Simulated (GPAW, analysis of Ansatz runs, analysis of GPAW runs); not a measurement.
**Substitutional B in diamond: charge-transition level against experiment (GPAW)**

Subject: substitutional B in diamond. Wanted: its charge-transition level, in one set-up (PBE, plane waves 500 eV, 64-site cell, PBE lattice, k: the zone centre alone then 2x2x2 shifted, no relaxation). The model is a cell of 64 host atoms with 1 C taken out and 1 B put in. The level is the Fermi energy at which two charge states have equal formation energy, after a correction for the images of the charge.

Measured beforehand: (0/-1) level above the valence-band top: 0.368 eV, by acceptor ionization energy (cited; method not stated) (quoted in “Phosphorescence and donor-acceptor pair recombination in laboratory-grown diamonds”, 2023, Jiahui Zhao et al., quoting earlier work (1993)). The calculation is set beside it at the end.

Method: GPAW plane-wave PAW DFT, PBE; single point of a defect supercell, in GPAW 26.7.0.

## (1) The starting structure

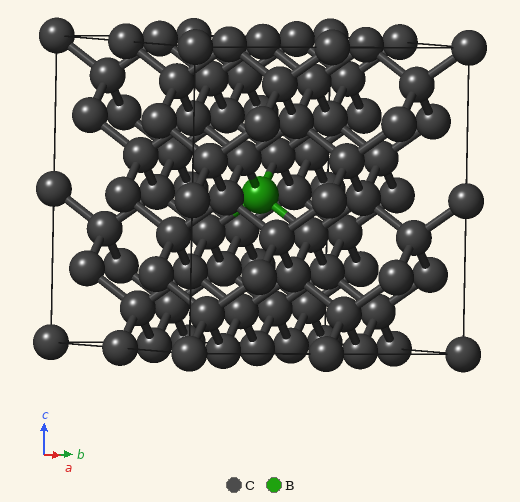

The cell as given, slightly off an axis (carbon dark grey, boron green). Bonds to atoms that aren't drawn are left out. Some periodic images of atoms are drawn too.

The cell holds 64 atoms: 63 C and 1 B. Its edges and angles: a = 7.144 Å, b = 7.144 Å, c = 7.144 Å, α = 90.0°, β = 90.0°, γ = 90.0°. It derives from C (space group Fd-3m). Nearest the centre at fractional (0.375, 0.375, 0.375): B8 at 0.00 Å, C4 at 1.55 Å, C42 at 1.55 Å, C27 at 1.55 Å, C49 at 1.55 Å, C53 at 2.53 Å, C46 at 2.53 Å, C31 at 2.53 Å.

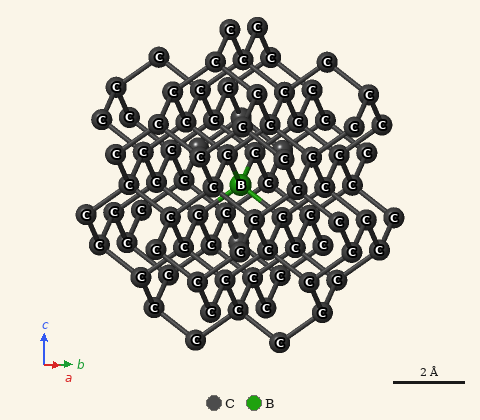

The atoms within 5 Å of the centre.

The host's primitive cell comes from a first run (GPAW plane-wave PAW DFT, PBE; relaxation of cell and atoms of a defect-free cell): vectors of 2.526, 2.526 and 2.526 Å. That is 5.70 Å³ an atom, 0.4 % over the diffraction cell's volume. The supercell is built on it.

## (2) Single point on the structure as built, charge 0

The atoms are left on the sites where they were put, and the energy is taken there.

Contents of run.py:

```python
import numpy as np
from ase.io import read, write
from ase.parallel import parprint, world
from gpaw import GPAW, PW

atoms = read('POSCAR')
magmoms = np.zeros(len(atoms))
magmoms[[7, 3, 26, 41]] = 1 / 4
atoms.set_initial_magnetic_moments(magmoms)
calc = GPAW(mode=PW(500),
            xc='PBE',
            kpts={'size': (1, 1, 1), 'gamma': True},
            occupations={'name': 'fermi-dirac', 'width': 0.01, 'fixmagmom': True},
            nbands=136,
            convergence={'density': 1e-05, 'bands': 133},
            maxiter=150,
            symmetry='off',
            txt='gpaw.txt')
atoms.calc = calc
energy = atoms.get_potential_energy()
forces = atoms.get_forces()
parprint(f'Energy: {energy:.6f} eV, largest force {np.linalg.norm(forces, axis=1).max():.4f} eV/A')
calc.write('gs.gpw')
write('final.xyz', atoms)
parprint('Moments:', atoms.get_magnetic_moments().round(3))
for s in range(calc.get_number_of_spins()):
    parprint('Levels (eV), spin', s, calc.get_eigenvalues(kpt=0, spin=s)[-16:].round(3))
```

Contents of POSCAR:

```
C  B  C 
 1.0000000000000000
     7.1439157092080041   -0.0000000000000009   -0.0000000000000000
     0.0000000000000004    7.1439157092080050   -0.0000000000000000
    -0.0000000000000004   -0.0000000000000018    7.1439157092080032
 C   B   C  
   7   1  56
Direct
  0.0000000004000000  0.0000000004000000  0.2500000004000000
  0.0000000004000000  0.2500000004000000  0.0000000004000000
  0.2500000004000000  0.0000000004000000  0.0000000004000000
  0.2500000004000000  0.2500000004000000  0.2500000004000000
  0.1249999998500000  0.1249999998500000  0.3749999998500000
  0.1249999998500000  0.3749999998500000  0.1249999998500000
  0.3749999998499999  0.1249999998500000  0.1249999998500000
  0.3749999998499999  0.3749999998500000  0.3749999998500000
  0.0000000004000000  0.0000000004000000  0.7500000004000000
  0.0000000004000000  0.2500000004000000  0.5000000004000000
  0.2500000004000000  0.0000000004000000  0.5000000004000000
  0.2500000004000000  0.2500000004000000  0.7500000004000000
  0.1249999998500000  0.1249999998500000  0.8749999998500000
  0.1249999998500000  0.3749999998500000  0.6249999998500000
  0.3749999998499999  0.1249999998500000  0.6249999998500000
  0.3749999998499999  0.3749999998500000  0.8749999998500000
  0.0000000004000000  0.5000000004000000  0.2500000004000000
  0.0000000004000000  0.7500000004000000  0.0000000004000000
  0.2500000004000000  0.5000000004000000  0.0000000004000000
  0.2500000004000000  0.7500000004000000  0.2500000004000000
  0.1249999998500000  0.6249999998500001  0.3749999998500000
  0.1249999998500000  0.8749999998500000  0.1249999998500000
  0.3749999998499999  0.6249999998500000  0.1249999998500000
  0.3749999998499999  0.8749999998500000  0.3749999998500000
  0.0000000004000000  0.5000000004000000  0.7500000004000000
  0.0000000004000000  0.7500000004000000  0.5000000004000000
  0.2500000004000000  0.5000000004000000  0.5000000004000000
  0.2500000004000000  0.7500000004000000  0.7500000004000000
  0.1249999998500000  0.6249999998500001  0.8749999998500000
  0.1249999998500000  0.8749999998500000  0.6249999998500000
  0.3749999998499999  0.6249999998500000  0.6249999998500000
  0.3749999998499999  0.8749999998500000  0.8749999998500000
  0.5000000004000000  0.0000000004000000  0.2500000004000000
  0.5000000004000000  0.2500000004000000  0.0000000004000000
  0.7500000003999999  0.0000000004000000  0.0000000004000000
  0.7500000003999999  0.2500000004000000  0.2500000004000000
  0.6249999998500000  0.1249999998500000  0.3749999998500000
  0.6249999998500000  0.3749999998500000  0.1249999998500000
  0.8749999998500000  0.1249999998500000  0.1249999998500000
  0.8749999998500000  0.3749999998500000  0.3749999998500000
  0.5000000004000000  0.0000000004000000  0.7500000004000000
  0.5000000004000000  0.2500000004000000  0.5000000004000000
  0.7500000003999999  0.0000000004000000  0.5000000004000000
  0.7500000003999999  0.2500000004000000  0.7500000004000000
  0.6249999998500000  0.1249999998500000  0.8749999998500000
  0.6249999998500000  0.3749999998500000  0.6249999998500000
  0.8749999998500000  0.1249999998500000  0.6249999998500000
  0.8749999998500000  0.3749999998500000  0.8749999998500000
  0.5000000004000000  0.5000000004000000  0.2500000004000000
  0.5000000004000000  0.7500000004000001  0.0000000004000000
  0.7500000003999999  0.5000000004000000  0.0000000004000000
  0.7500000003999999  0.7500000004000000  0.2500000004000000
  0.6249999998500000  0.6249999998500001  0.3749999998500000
  0.6249999998500000  0.8749999998500001  0.1249999998500000
  0.8749999998500000  0.6249999998500001  0.1249999998500000
  0.8749999998500000  0.8749999998500001  0.3749999998500000
  0.5000000004000000  0.5000000004000000  0.7500000004000000
  0.5000000004000000  0.7500000004000001  0.5000000004000000
  0.7500000003999999  0.5000000004000000  0.5000000004000000
  0.7500000003999999  0.7500000004000000  0.7500000004000000
  0.6249999998500000  0.6249999998500001  0.8749999998500000
  0.6249999998500000  0.8749999998500001  0.6249999998500000
  0.8749999998500000  0.6249999998500001  0.6249999998500000
  0.8749999998500000  0.8749999998500001  0.8749999998500000
```

The run is started by

```
$ OMP_NUM_THREADS=1 mpirun -n 4 gpaw python run.py > stdout
```

What it wrote:

```text
__  _  _
 | _ |_)|_||  |
 |__||  | ||/\| - 26.7.0

Input parameters:
  mode=PW(ecut=500.0),
  convergence={'density': 1e-05, 'bands': 133},
  kpts=MonkhorstPack(size=(1, 1, 1), gamma=True),
  maxiter=150,
  nbands=136,
  occupations=Occupations(name='fermi-dirac', width=0.01, fixmagmom=True),
  symmetry=Symmetry(point_group=False, time_reversal=False),
  xc=XC(name='PBE')

Diagonalizing LCAO Hamiltonian
Converting LCAO to pw mode

                 C        C
            C  C     C C
         C   C C  C   C C
          C C   C C  C   C
       C  CC    CC CC     C
            CCC      CCC
        C      B C     CC
         CCC C    C C C
          C C   C  C C   C
       C   C C  C   C C
        C     C  C     C
           C        C

Atoms  # Å, Bohr magnetons
|    | symbol |        x |        y |        z |    initial magnetic moments |
|----|--------|----------|----------|----------|-----------------------------|
|  0 |      C | 0.000000 | 0.000000 | 1.785979 | ( 0.0000,  0.0000,  0.0000) |
|  1 |      C | 0.000000 | 1.785979 | 0.000000 | ( 0.0000,  0.0000,  0.0000) |
|  2 |      C | 1.785979 | 0.000000 | 0.000000 | ( 0.0000,  0.0000,  0.0000) |
|  3 |      C | 1.785979 | 1.785979 | 1.785979 | ( 0.0000,  0.0000,  0.2500) |
|  4 |      C | 0.892989 | 0.892989 | 2.678968 | ( 0.0000,  0.0000,  0.0000) |
|  5 |      C | 0.892989 | 2.678968 | 0.892989 | ( 0.0000,  0.0000,  0.0000) |
|  6 |      C | 2.678968 | 0.892989 | 0.892989 | ( 0.0000,  0.0000,  0.0000) |
|  7 |      B | 2.678968 | 2.678968 | 2.678968 | ( 0.0000,  0.0000,  0.2500) |
|  8 |      C | 0.000000 | 0.000000 | 5.357937 | ( 0.0000,  0.0000,  0.0000) |
|  9 |      C | 0.000000 | 1.785979 | 3.571958 | ( 0.0000,  0.0000,  0.0000) |
| 10 |      C | 1.785979 | 0.000000 | 3.571958 | ( 0.0000,  0.0000,  0.0000) |
[...]
| 59 |      C | 5.357937 | 5.357937 | 5.357937 | ( 0.0000,  0.0000,  0.0000) |
| 60 |      C | 4.464947 | 4.464947 | 6.250926 | ( 0.0000,  0.0000,  0.0000) |
| 61 |      C | 4.464947 | 6.250926 | 4.464947 | ( 0.0000,  0.0000,  0.0000) |
| 62 |      C | 6.250926 | 4.464947 | 4.464947 | ( 0.0000,  0.0000,  0.0000) |
| 63 |      C | 6.250926 | 6.250926 | 6.250926 | ( 0.0000,  0.0000,  0.0000) |

Unit cell  # Å
| periodic |         x |         y |         z |  lengths |    angles |
|----------|-----------|-----------|-----------|----------|-----------|
|      yes |  7.143916 | -0.000000 | -0.000000 | 7.143916 | 90.000000 |
|      yes |  0.000000 |  7.143916 | -0.000000 | 7.143916 | 90.000000 |
|      yes | -0.000000 | -0.000000 |  7.143916 | 7.143916 | 90.000000 |

Number of symmetries: 1
Symmetry operations  # r_c * U_cc + t_c -> r_c
|   | kind |            matrix            |
|---|------|------------------------------|
| 0 |  E   |  1, 0, 0,  0, 1, 0,  0, 0, 1 |

BZ-sampling:
  Number of BZ points: 1
  Number of IBZ points: 1

  Monkhorst-Pack size: [1, 1, 1]
  Monkhorst-Pack shift: [0, 0, 0]

K-points  # in reciprocal-cell coordinates
|   |                                coordinates |     weight |
|---|--------------------------------------------|------------|
| 0 | (  0.00000000,   0.00000000,   0.00000000) | 1.00000000 |

Plane wave coefficients: 4586
Cutoff: 500.0 eV

Spin-components: 2 (collinear spins)
Bands:           136
Projectors:      320
Spin-degeneracy: 1
Datatype:        float64

Density:
  Valence electrons: 255.0
  Components: 2
  Grid points: [40 40 40]
  Charge: 0.0  # |e|

Potential:
  Grid points: [40 40 40]

species:
  C:
    name:    Carbon
    Z:       6.0
    valence: 4
    core:    2
    charge:  0.0  # [|e|]
    compensation charges:
      type: gauss
      rc: 0.20  # [Å]
      lmax: 2
    cutoffs:
      filter: 1.14  # [Å]
      core: 1.14  # [Å]
    projectors
    | kind |    occ | energy [eV] | rcut [Å] |
    |------|--------|-------------|----------|
    |   2s |  2.000 |     -13.751 |    0.635 |
    |   2p |  2.000 |      -5.284 |    0.635 |
    |    s |        |      13.461 |    0.635 |
    |    p |        |      21.927 |    0.635 |
    |    d |        |       0.000 |    0.635 |

    Using partial waves for C as LCAO basis

  B:
    name:    Boron
    Z:       5.0
    valence: 3
    core:    2
    charge:  0.0  # [|e|]
    compensation charges:
      type: gauss
      rc: 0.20  # [Å]
      lmax: 2
    cutoffs:
      filter: 1.14  # [Å]
      core: 1.38  # [Å]
    projectors
    | kind |    occ | energy [eV] | rcut [Å] |
    |------|--------|-------------|----------|
    |   2s |  2.000 |      -9.443 |    0.635 |
    |   2p |  1.000 |      -3.606 |    0.635 |
    |    s |        |      17.768 |    0.635 |
    |    p |        |      23.605 |    0.635 |
    |    d |        |       0.000 |    0.635 |

    Using partial waves for B as LCAO basis

Reference energy: -65410.060842  # eV

eigensolver:
  PPCG
  Converge bands: 133
  niter=2

density mixing:
  MSR1-Mixer
  Pratt-step length: 0.05
  Maximum mixing coefficient: 0.75
  Old densities: 10
  SVD Regularization: 0.005
  Good broyden scale: 1.0
  Trust region scale: 1.0
  Backstep threshold: 4.0
  History deletion threshold: 6.0
  Fourier metric: weight=20.0, sigma=0.015

occupation numbers:
  Fixed magnetic moment: 1.000
  Fermi-Dirac:
    width: 0.0100  # eV

poisson solver:
  ecut: 4000.0  # eV

xc functional:
  name: PBE with 2 nearest neighbor stencil

Initialization done in: 10.166 s

convergence criteria:
- Maximum integral of absolute [dens]ity change: 1e-05 electrons / valence electron
- Maximum [total energy] change in last 3 cyles: 0.0005 eV / valence electron
- Maximum integral of absolute [eigenst]ate change: 4e-08 eV^2 / valence electron
maximum number of iterations: 150

SCF iterations
|iter     | |      energy | eigst |  dens |  magmom |
|---------|-|-------------|-------|-------|---------|
|iter:   1| | -589.432889 | +0.14 |       |  +0.9938|
|iter:   2| | -586.974087 | -1.93 | -0.78 |  +0.9942|
|iter:   3| | -572.324048 | -1.19 | -0.80 |  +0.9983|
|iter:   4| | -572.116907 | -1.73 | -1.47 |  +0.9996|
|iter:   5| | -572.094173 | -2.18 | -2.22 |  +0.9998|
|iter:   6| | -572.089690c| -2.88 | -2.45 |  +0.9999|
|iter:   7| | -572.090146c| -3.07 | -2.93 |  +1.0000|
|iter:   8| | -572.090158c| -3.09 | -3.59 |  +1.0000|
|iter:   9| | -572.090165c| -3.21 | -3.95 |  +1.0000|
|iter:  10| | -572.090168c| -3.36 | -4.06 |  +1.0000|
[... 49 further cycles ...]
|iter:  60| | -572.090170c| -6.89 |-13.95c|  +1.0000|
|iter:  61| | -572.090170c| -6.95 |-14.09c|  +1.0000|
|iter:  62| | -572.090170c| -7.01 |-14.19c|  +1.0000|
|iter:  63| | -572.090170c| -7.08 |-13.64c|  +1.0000|
|iter:  64| | -572.090170c| -7.14 |-14.36c|  +1.0000|
|iter:  65| | -572.090170c| -7.21 |-14.01c|  +1.0000|
|iter:  66| | -572.090170c| -7.28 |-14.38c|  +1.0000|
|iter:  67| | -572.090170c| -7.34 |-14.06c|  +1.0000|
|iter:  68| | -572.090170c| -7.38 |-13.89c|  +1.0000|
|iter:  69| | -572.090170c| -7.46c|-13.91c|  +1.0000|

Converged in 69 steps
SCF loop duration: 159.692 s (2.314 s/step)
Energy contributions relative to reference atoms: (reference = -65410.060842)

Energy contributions:
  Kinetic:         535.062358
  Coulomb:        -495.619001
  Zero:              0.704763
  External:          0.000000
  Xc:             -612.228742
  Entropy:          -0.019095
  Spinorbit:         0.000000
  ----------------------------
  Free energy:    -572.099717
  Extrapolated:   -572.090170

dipole moment: (-112.864541, -112.864541, -112.864541)  # |e|*Ang

Total magnetic moment: (0.000000, 0.000000, 1.000000)

Local magnetic moments
|        x |        y |        z |
|----------|----------|----------|
| 0.000000 | 0.000000 | 0.008668 |  # C    0
| 0.000000 | 0.000000 | 0.008668 |  # C    1
| 0.000000 | 0.000000 | 0.008668 |  # C    2
| 0.000000 | 0.000000 | 0.017366 |  # C    3
| 0.000000 | 0.000000 | 0.008603 |  # C    4
| 0.000000 | 0.000000 | 0.008603 |  # C    5
| 0.000000 | 0.000000 | 0.008603 |  # C    6
| 0.000000 | 0.000000 | 0.014468 |  # B    7
| 0.000000 | 0.000000 | 0.007058 |  # C    8
| 0.000000 | 0.000000 | 0.006629 |  # C    9
[...]
Fermi levels: 13.817, 12.195
Eigenvalues  # (at kpt = [0.000, 0.000, 0.000])
| band index |      eig [eV] | occ [0-1] |      eig [eV] | occ [0-1] |
|------------|---------------|-----------|---------------|-----------|
|          0 |        -9.437 |     1.000 |        -9.415 |     1.000 |
|        ... |               |           |               |           |
|        120 |         9.244 |     1.000 |         9.279 |     1.000 |
|        121 |         9.244 |     1.000 |         9.279 |     1.000 |
|        122 |        10.035 |     1.000 |        10.095 |     1.000 |
|        123 |        10.035 |     1.000 |        10.095 |     1.000 |
|        124 |        10.035 |     1.000 |        10.095 |     1.000 |
|        125 |        12.144 |     1.000 |        12.188 |     0.667 |
|        126 |        12.144 |     1.000 |        12.188 |     0.667 |
|        127 |        12.144 |     1.000 |        12.188 |     0.667 |
|        128 |        16.380 |     0.000 |        16.397 |     0.000 |
|        129 |        16.380 |     0.000 |        16.397 |     0.000 |
|        130 |        16.421 |     0.000 |        16.439 |     0.000 |
|        131 |        16.421 |     0.000 |        16.439 |     0.000 |
|        132 |        16.421 |     0.000 |        16.439 |     0.000 |
|        133 |        16.446 |     0.000 |        16.466 |     0.000 |
|        134 |        16.769 |     0.000 |        16.785 |     0.000 |
|        135 |        16.769 |     0.000 |        16.785 |     0.000 |

Gap: 4.192 eV
Transition (v -> c):
  (s=1, k=0, n=127, [0.00, 0.00, 0.00]) -> (s=0, k=0, n=128, [0.00, 0.00, 0.00])
No difference between direct/indirect transitions

Forces  # eV/Ang
|        x |        y |        z |
|----------|----------|----------|
[...]
| -0.01466 | -0.01466 | -0.01466 |  # C   59
| -0.02425 | -0.02425 |  0.05955 |  # C   60
| -0.02425 |  0.05955 | -0.02425 |  # C   61
|  0.05955 | -0.02425 | -0.02425 |  # C   62
| -0.00000 | -0.00000 | -0.00000 |  # C   63

# Writing to gs.gpw (mode='')
```

Wall time 2.9 min (4 MPI ranks of Arm Neoverse V1, shared host); peak memory 1.5 GiB.

The run converged, but on settings that a careful run would not use, so its numbers are not the defect's.

(Part 1 of 4 ends here.)

[Logs are printed without paths, hosts, clocks, repeated set-up lines and the standing remarks that a program may print on its own settings, such as how far it seeks lower states.]

[Hosts, paths, dates, database ids (printed as entryN), source tags and the programs' standing remarks are cut or masked in the printed files.]

[For some hosts the program warned that the k-mesh of the response run may be too coarse for force constants and the static dielectric constant; such warnings are not shown here.]
